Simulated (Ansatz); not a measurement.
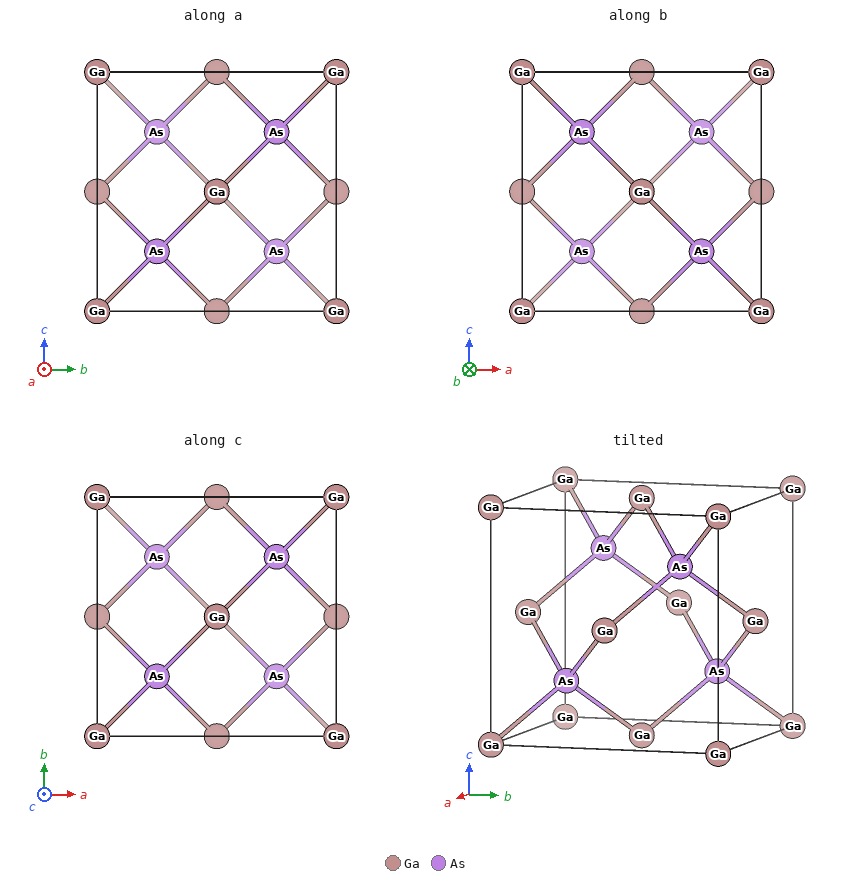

Structure drawing (ball-and-stick), viewed along the a axis, along the b axis, along the c axis and slightly off an axis. The parallelepiped is the conventional unit cell.

Lattice parameters: a = 5.553 Å, b = 5.553 Å, c = 5.553 Å, α = 90.00°, β = 90.00°, γ = 90.00°.

### Record the structure as a table of Wyckoff sites.

Space group F-43m (No. 216).
| atom | site | x | y | z |
| --- | --- | --- | --- | --- |
| Ga | 4a | 0.0000 | 0.0000 | 0.0000 |
| As | 4d | 0.2500 | 0.2500 | 0.7500 |

The model was built from a structure type filled with these elements by a generator (whether the compound takes this form wasn't checked). The cell was then strained or its atoms displaced on purpose. A calculation with Ansatz used it as input.

At this level of theory the cell isn't at rest (compressed, at 6 GPa), so its distances can differ from those at equilibrium, the more so the softer the solid.
